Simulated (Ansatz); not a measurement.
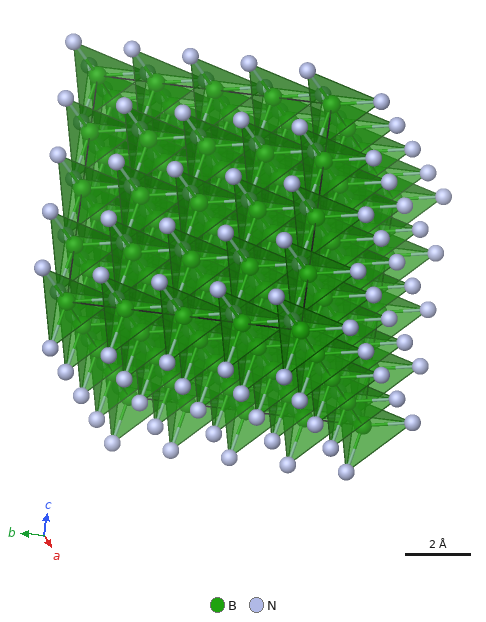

*The structure as given in the input (polyhedral view of the cell of the calculation, seen at an oblique angle; polyhedra are completed across the faces of the cell).*

**Single-point calculation, with input and output: B64N64 (part 1 of 2)**

- system: B64N64 (F-43m, 128 atoms in the cell)
- method: DFT, r2SCAN, PAW, plane waves (Ansatz 0.2.0)

The structure was built on a prototype by a generator.

### The input
```yaml
crystal:
  lattice:
    - [0.000000, 7.211591, 7.211591]
    - [7.211591, 0.000000, 7.211591]
    - [7.211591, 7.211591, 0.000000]
  atoms:
    - { symbol: B, position: [0.000000, 0.000000, 0.000000] }
    - { symbol: B, position: [0.500000, 0.000000, 0.000000] }
    - { symbol: B, position: [0.000000, 0.500000, 0.000000] }
    - { symbol: B, position: [0.000000, 0.000000, 0.500000] }
    - { symbol: B, position: [0.250000, 0.250000, 0.250000] }
    - { symbol: B, position: [0.500000, 0.500000, 0.000000] }
    - { symbol: B, position: [0.500000, 0.000000, 0.500000] }
    - { symbol: B, position: [0.750000, 0.250000, 0.250000] }
    - { symbol: B, position: [0.000000, 0.500000, 0.500000] }
    - { symbol: B, position: [0.250000, 0.750000, 0.250000] }
    - { symbol: B, position: [0.250000, 0.250000, 0.750000] }
    - { symbol: B, position: [0.500000, 0.500000, 0.500000] }
    - { symbol: B, position: [0.750000, 0.750000, 0.250000] }
    - { symbol: B, position: [0.750000, 0.250000, 0.750000] }
    - { symbol: B, position: [0.250000, 0.750000, 0.750000] }
    - { symbol: B, position: [0.750000, 0.750000, 0.750000] }
    - { symbol: B, position: [0.000000, 0.000000, 0.250000] }
    - { symbol: B, position: [0.250000, 0.250000, 0.000000] }
    - { symbol: B, position: [0.500000, 0.000000, 0.250000] }
    - { symbol: B, position: [0.750000, 0.250000, 0.000000] }
    - { symbol: B, position: [0.000000, 0.500000, 0.250000] }
    - { symbol: B, position: [0.250000, 0.750000, 0.000000] }
    - { symbol: B, position: [0.000000, 0.000000, 0.750000] }
    - { symbol: B, position: [0.250000, 0.250000, 0.500000] }
    - { symbol: B, position: [0.500000, 0.500000, 0.250000] }
    - { symbol: B, position: [0.750000, 0.750000, 0.000000] }
    - { symbol: B, position: [0.500000, 0.000000, 0.750000] }
    - { symbol: B, position: [0.750000, 0.250000, 0.500000] }
    - { symbol: B, position: [0.000000, 0.500000, 0.750000] }
    - { symbol: B, position: [0.250000, 0.750000, 0.500000] }
    - { symbol: B, position: [0.500000, 0.500000, 0.750000] }
    - { symbol: B, position: [0.750000, 0.750000, 0.500000] }
    - { symbol: B, position: [0.000000, 0.250000, 0.000000] }
    - { symbol: B, position: [0.250000, 0.000000, 0.250000] }
    - { symbol: B, position: [0.500000, 0.250000, 0.000000] }
    - { symbol: B, position: [0.750000, 0.000000, 0.250000] }
    - { symbol: B, position: [0.000000, 0.750000, 0.000000] }
    - { symbol: B, position: [0.000000, 0.250000, 0.500000] }
    - { symbol: B, position: [0.250000, 0.500000, 0.250000] }
    - { symbol: B, position: [0.500000, 0.750000, 0.000000] }
    - { symbol: B, position: [0.250000, 0.000000, 0.750000] }
    - { symbol: B, position: [0.500000, 0.250000, 0.500000] }
    - { symbol: B, position: [0.750000, 0.500000, 0.250000] }
    - { symbol: B, position: [0.750000, 0.000000, 0.750000] }
    - { symbol: B, position: [0.000000, 0.750000, 0.500000] }
    - { symbol: B, position: [0.250000, 0.500000, 0.750000] }
    - { symbol: B, position: [0.500000, 0.750000, 0.500000] }
    - { symbol: B, position: [0.750000, 0.500000, 0.750000] }
    - { symbol: B, position: [0.250000, 0.000000, 0.000000] }
    - { symbol: B, position: [0.750000, 0.000000, 0.000000] }
    - { symbol: B, position: [0.000000, 0.250000, 0.250000] }
    - { symbol: B, position: [0.250000, 0.500000, 0.000000] }
    - { symbol: B, position: [0.250000, 0.000000, 0.500000] }
    - { symbol: B, position: [0.500000, 0.250000, 0.250000] }
    - { symbol: B, position: [0.750000, 0.500000, 0.000000] }
    - { symbol: B, position: [0.750000, 0.000000, 0.500000] }
    - { symbol: B, position: [0.000000, 0.750000, 0.250000] }
    - { symbol: B, position: [0.000000, 0.250000, 0.750000] }
    - { symbol: B, position: [0.250000, 0.500000, 0.500000] }
    - { symbol: B, position: [0.500000, 0.750000, 0.250000] }
    - { symbol: B, position: [0.500000, 0.250000, 0.750000] }
    - { symbol: B, position: [0.750000, 0.500000, 0.500000] }
    - { symbol: B, position: [0.000000, 0.750000, 0.750000] }
    - { symbol: B, position: [0.500000, 0.750000, 0.750000] }
    - { symbol: N, position: [0.062500, 0.062500, 0.062500] }
    - { symbol: N, position: [0.562500, 0.062500, 0.062500] }
    - { symbol: N, position: [0.062500, 0.562500, 0.062500] }
    - { symbol: N, position: [0.062500, 0.062500, 0.562500] }
    - { symbol: N, position: [0.312500, 0.312500, 0.312500] }
    - { symbol: N, position: [0.562500, 0.562500, 0.062500] }
    - { symbol: N, position: [0.562500, 0.062500, 0.562500] }
    - { symbol: N, position: [0.812500, 0.312500, 0.312500] }
    - { symbol: N, position: [0.062500, 0.562500, 0.562500] }
    - { symbol: N, position: [0.312500, 0.812500, 0.312500] }
    - { symbol: N, position: [0.312500, 0.312500, 0.812500] }
    - { symbol: N, position: [0.562500, 0.562500, 0.562500] }
    - { symbol: N, position: [0.812500, 0.812500, 0.312500] }
    - { symbol: N, position: [0.812500, 0.312500, 0.812500] }
    - { symbol: N, position: [0.312500, 0.812500, 0.812500] }
    - { symbol: N, position: [0.812500, 0.812500, 0.812500] }
    - { symbol: N, position: [0.062500, 0.062500, 0.312500] }
    - { symbol: N, position: [0.312500, 0.312500, 0.062500] }
    - { symbol: N, position: [0.562500, 0.062500, 0.312500] }
    - { symbol: N, position: [0.812500, 0.312500, 0.062500] }
    - { symbol: N, position: [0.062500, 0.562500, 0.312500] }
    - { symbol: N, position: [0.312500, 0.812500, 0.062500] }
    - { symbol: N, position: [0.062500, 0.062500, 0.812500] }
    - { symbol: N, position: [0.312500, 0.312500, 0.562500] }
    - { symbol: N, position: [0.562500, 0.562500, 0.312500] }
    - { symbol: N, position: [0.812500, 0.812500, 0.062500] }
    - { symbol: N, position: [0.562500, 0.062500, 0.812500] }
    - { symbol: N, position: [0.812500, 0.312500, 0.562500] }
    - { symbol: N, position: [0.062500, 0.562500, 0.812500] }
    - { symbol: N, position: [0.312500, 0.812500, 0.562500] }
    - { symbol: N, position: [0.562500, 0.562500, 0.812500] }
    - { symbol: N, position: [0.812500, 0.812500, 0.562500] }
    - { symbol: N, position: [0.062500, 0.312500, 0.062500] }
    - { symbol: N, position: [0.312500, 0.062500, 0.312500] }
    - { symbol: N, position: [0.562500, 0.312500, 0.062500] }
    - { symbol: N, position: [0.812500, 0.062500, 0.312500] }
    - { symbol: N, position: [0.062500, 0.812500, 0.062500] }
    - { symbol: N, position: [0.062500, 0.312500, 0.562500] }
    - { symbol: N, position: [0.312500, 0.562500, 0.312500] }
    - { symbol: N, position: [0.562500, 0.812500, 0.062500] }
    - { symbol: N, position: [0.312500, 0.062500, 0.812500] }
    - { symbol: N, position: [0.562500, 0.312500, 0.562500] }
    - { symbol: N, position: [0.812500, 0.562500, 0.312500] }
    - { symbol: N, position: [0.812500, 0.062500, 0.812500] }
    - { symbol: N, position: [0.062500, 0.812500, 0.562500] }
    - { symbol: N, position: [0.312500, 0.562500, 0.812500] }
    - { symbol: N, position: [0.562500, 0.812500, 0.562500] }
    - { symbol: N, position: [0.812500, 0.562500, 0.812500] }
    - { symbol: N, position: [0.312500, 0.062500, 0.062500] }
    - { symbol: N, position: [0.812500, 0.062500, 0.062500] }
    - { symbol: N, position: [0.062500, 0.312500, 0.312500] }
    - { symbol: N, position: [0.312500, 0.562500, 0.062500] }
    - { symbol: N, position: [0.312500, 0.062500, 0.562500] }
    - { symbol: N, position: [0.562500, 0.312500, 0.312500] }
    - { symbol: N, position: [0.812500, 0.562500, 0.062500] }
    - { symbol: N, position: [0.812500, 0.062500, 0.562500] }
    - { symbol: N, position: [0.062500, 0.812500, 0.312500] }
    - { symbol: N, position: [0.062500, 0.312500, 0.812500] }
    - { symbol: N, position: [0.312500, 0.562500, 0.562500] }
    - { symbol: N, position: [0.562500, 0.812500, 0.312500] }
    - { symbol: N, position: [0.562500, 0.312500, 0.812500] }
    - { symbol: N, position: [0.812500, 0.562500, 0.562500] }
    - { symbol: N, position: [0.062500, 0.812500, 0.812500] }
    - { symbol: N, position: [0.562500, 0.812500, 0.812500] }
  symmetry: { detect: false }
kpoints:
  mp_grid: { grid: [1, 1, 1], shift: [0.25, 0.25, 0.25] }
hamiltonian:
  xc: r2scan
scf:
  occupations: { method: fermi_dirac, width: 0.01 }
output:
  forces: true
  eigenvalues: true
  populations: true
  eigenstates: { kpoints: [[0.25, 0.25, 0.25]], e_range: [-6.0, 6.0], localisation: true }
```

### What the program printed
```
Pseudopotentials: kind: paw
Functional definition: r2SCAN
  parameter k0 = 0.174
  parameter k1 = 0.065
  parameter a1 = 4.9479
  exchange = r2scan_x(k0 = k0, k1 = k1, a1 = a1)
  correlation = r2scan_c
Crystal: 128 atoms, lattice volume = 750.107 Å³
Basis set: ecut = 500 eV, 19027 PW (Γ), exchange–correlation on 300×300×300 points (64 copies of the dense FFT grid, shifted against one another)
Bands: 384, of which v1, the nominal top of the filled ones, is band 256 counted from 1 (255 counted from 0)
Symmetry: 1 space group operations
k-points: 1
Non-local potential: B, projectors of the file, l = 0: 2, l = 1: 2, l = 2: 1
Non-local potential: N, projectors of the file, l = 0: 2, l = 1: 2, l = 2: 1
PAW form: soft (Blöchl's): semilocal exchange-correlation on the pseudo side does not see the compensation charge
PAW frozen core: B, regenerated for the run's functional (the file was generated under x = pbe(κ = 0.804, μ = 0.2195149727645171), c = pbe(β = 0.06672455060314922))
PAW frozen core: N, regenerated for the run's functional (the file was generated under x = pbe(κ = 0.804, μ = 0.2195149727645171), c = pbe(β = 0.06672455060314922))
PAW one-centre angular grid: B, 302 points (default); XC on 160 Gauss nodes
PAW one-centre angular grid: N, 302 points (default); XC on 160 Gauss nodes
Initial density: superposition of atomic densities (neutral atoms: chi_scale 0, normalization atom), corrected by the library's trained network
Initial wavefunctions: pseudopotential atomic-orbital guess
Functional: x = r2scan, c = r2scan; τ floored in thin density (d = 2e-4 eV/Å³)
SCF iter   1: F=—  HF=-34808.010807 eV  |F-HF|=—  |Δ(HF+E_count)|=         —  Δρ=1.29e-2  dr2=9.68e-1  dr2_τ=2.16e1  ethr=1.77e-3  ⟨swp⟩=6.0  Hψ=1726  notcnv=0  defer=40
preconditioner: auto → Resta (q_TF=auto, 2.560 Å⁻¹)  ε∞=3.6  [insulator: Δε(μ)=5.402 eV  Ē_g=18.944 eV  σ=0.010 eV  W_gap=1.00  n_scr=180 (ndim 8)  ℏωp=30.7 eV  f_vac=0.000  D(μ)=0.00/eV (n_scr^D=0)  ε∞_Penn≈3.6]
SCF iter   2: F=—  HF=-34814.024251 eV  |F-HF|=—  |Δ(HF+E_count)|=    6.01e0  Δρ=8.05e-3  dr2=2.79e-1  dr2_τ=1.21e-2  ethr=1.89e-4  ⟨swp⟩=3.0  Hψ=716  notcnv=0  defer=119
SCF iter   3: F=—  HF=-34814.024376 eV  |F-HF|=—  |Δ(HF+E_count)|=   1.25e-4  Δρ=9.85e-4  dr2=3.80e-3  dr2_τ=1.63e-3  ethr=5.46e-5  ⟨swp⟩=2.0  Hψ=453  notcnv=0  defer=119
SCF iter   4: F=—  HF=-34814.025408 eV  |F-HF|=—  |Δ(HF+E_count)|=   1.03e-3  Δρ=3.67e-4  dr2=6.23e-4  dr2_τ=3.25e-5  ethr=7.42e-7  ⟨swp⟩=2.0  Hψ=512  notcnv=0  defer=119
SCF iter   5: F=—  HF=-34814.025607 eV  |F-HF|=—  |Δ(HF+E_count)|=   1.99e-4  Δρ=4.84e-5  dr2=1.01e-5  dr2_τ=1.68e-6  ethr=1.22e-7  ⟨swp⟩=2.0  Hψ=521  notcnv=0  defer=119
SCF iter   6: F=—  HF=-34814.026628 eV  |F-HF|=—  |Δ(HF+E_count)|=   1.02e-3  Δρ=6.98e-6  dr2=2.75e-7  dr2_τ=1.85e-8  ethr=1.97e-9  ⟨swp⟩=2.0  Hψ=521  notcnv=0  defer=119
SCF iter   7: F=-34814.026628 eV  HF=-34814.026628 eV  |F-HF|=2.04e-8  |Δ(HF+E_count)|=   1.06e-7  Δρ=2.84e-6  dr2=4.24e-8  dr2_τ=7.03e-9  ethr=1.95e-11  ⟨swp⟩=18.0  Hψ=2195  notcnv=0
SCF 1 converged in 7 iterations: F = -34814.026628 eV  dr2 = 4.24e-8
  greatest PAW one-centre occupation: 0.796 electrons in one spin orbital (limit 2), on the N atom at site 108 (counted from 0), in its partial waves of l = 0
```

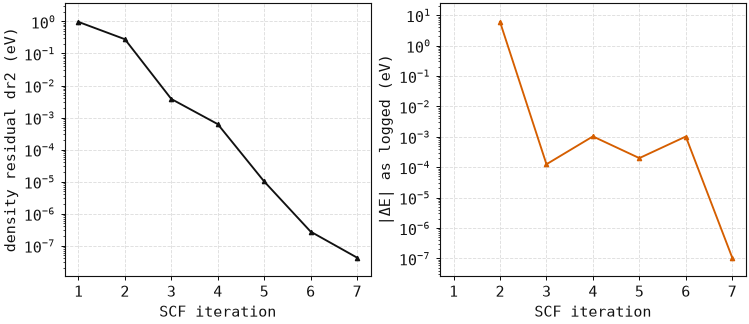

*Convergence of the self-consistent field: density residual dr2 and size of the energy change against the SCF iteration.*

The residual falls at every step.

```
NSCF: frozen V_eff on 1 k-points
SCF converged after 7 iterations
Free energy (F): -34814.026628 eV
Harris-Foulkes:  -34814.026628 eV  (|F-HF|=2.04e-8)
Internal energy: -34814.026628 eV  (E = F + TS)
E sigma→0 (E₀):  -34814.026628 eV
Fermi energy:    13.760698 eV
--- Per-component energies (eV) ---
  E_band       = 1455.944125
  E_kinetic    = 11938.351193
  E_local      = -11176.947266  (includes V_loc(G=0)·N_el)
  E_nonlocal   = 3576.145159
  E_hartree    = 3170.568345
  E_xc         = -5914.388205
  E_vxc        = -8185.550880  (∫ρ·V_xc dr)
  E_paw        = -13409.516729  (= ΣΔE_a)
  E_vpaw       = -1485.221271  (= ΣTr[D̂ρ^β])
  E_aug_tail   = 0.001089  (compensation charges beyond the density's cutoff)
  E_vtau       = 448.023109  (kinetic-family band-sum trace: ∫τ·v_τ [+ j·A + Jᵃ·Aᵃ] dr)
  E_ewald      = -22995.167789
  E_core_change = -3.072425  (= ΣΔE_core)
  E_smearing   = -0.000000  (= −TS)
  E_closure    = -0.000000  (closes the sum)
  Σ components = -34814.026628   (vs F -34814.026628, Δ=0.00e0)
```
